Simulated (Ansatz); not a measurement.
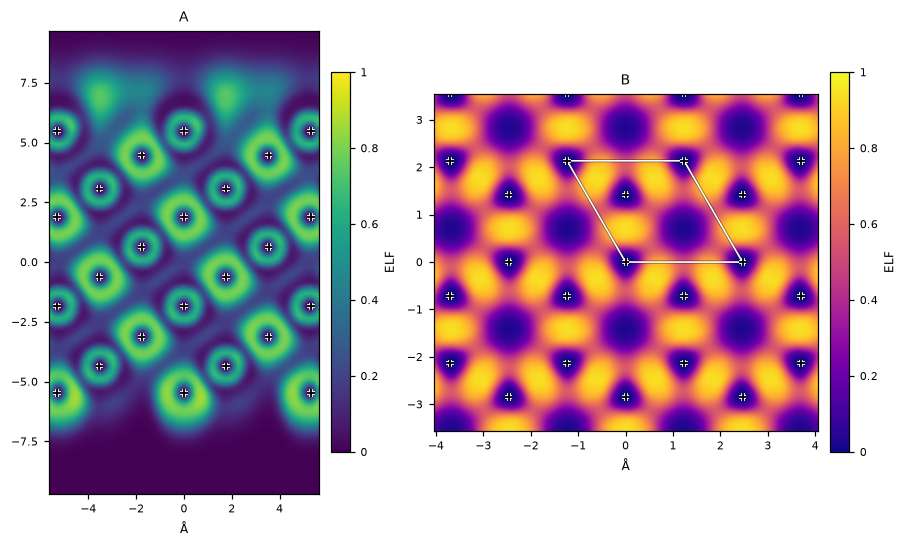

The electron localisation function of 2 systems, each on a plane through atoms (crosses mark nuclei in the plane).

Method: Ansatz 0.2.0, DFT PBE, scalar-relativistic, plane waves, PAW.

System 1: C, the (001) plane of the conventional cell. Space group R-3m; a structure from a database of computed crystals, not necessarily the ambient phase.

```cif
data_structure
_symmetry_space_group_name_H-M 'P 1'
_symmetry_Int_Tables_number 1
_cell_length_a 2.4665
_cell_length_b 2.4665
_cell_length_c 25.7270
_cell_angle_alpha 90.000
_cell_angle_beta 90.000
_cell_angle_gamma 120.000
_cell_volume 135.55
loop_
_atom_site_label
_atom_site_type_symbol
_atom_site_fract_x
_atom_site_fract_y
_atom_site_fract_z
_atom_site_occupancy
C1 C 0.66667 0.33333 0.25090 1
C2 C 0.33333 0.66667 0.58423 1
C3 C 0.00000 0.00000 0.91756 1
C4 C 0.00000 0.00000 0.25089 1
C5 C 0.66667 0.33333 0.58423 1
C6 C 0.33333 0.66667 0.91756 1
C7 C 0.66667 0.33333 0.08244 1
C8 C 0.33333 0.66667 0.41577 1
C9 C 0.00000 0.00000 0.74911 1
C10 C 0.00000 0.00000 0.08244 1
C11 C 0.66667 0.33333 0.41577 1
C12 C 0.33333 0.66667 0.74910 1
```

System 2: TiC (slab), the (110) plane of the calculation cell, a cut from vacuum to vacuum. Computed without spin polarisation.

```cif
data_structure
_symmetry_space_group_name_H-M 'P 1'
_symmetry_Int_Tables_number 1
_cell_length_a 3.0638
_cell_length_b 3.0638
_cell_length_c 26.2573
_cell_angle_alpha 90.000
_cell_angle_beta 90.000
_cell_angle_gamma 120.000
_cell_volume 213.46
loop_
_atom_site_label
_atom_site_type_symbol
_atom_site_fract_x
_atom_site_fract_y
_atom_site_fract_z
_atom_site_occupancy
C1 C 0.33333 0.66667 0.29096 1
Ti1 Ti 0.66667 0.33333 0.33347 1
C2 C 0.00000 0.00000 0.38081 1
Ti2 Ti 0.33333 0.66667 0.42922 1
C3 C 0.66667 0.33333 0.47576 1
Ti3 Ti 0.00000 0.00000 0.52368 1
C4 C 0.33333 0.66667 0.57134 1
Ti4 Ti 0.66667 0.33333 0.61681 1
C5 C 0.00000 0.00000 0.66945 1
Ti5 Ti 0.33333 0.66667 0.70849 1
```

Question: Which map belongs to which system?

Answer: Panel A is system 2, TiC: the plane holds C and Ti. Ti–C (2.04 Å): the ELF peaks at about 0.80 in the valence shell of C, 0.7 Å from its nucleus, and is about 0.30 at the midpoint. Panel B is system 1, C: the plane holds C. C–C (1.42 Å): the ELF peaks at about 0.95 between the atoms; a covalent bond.
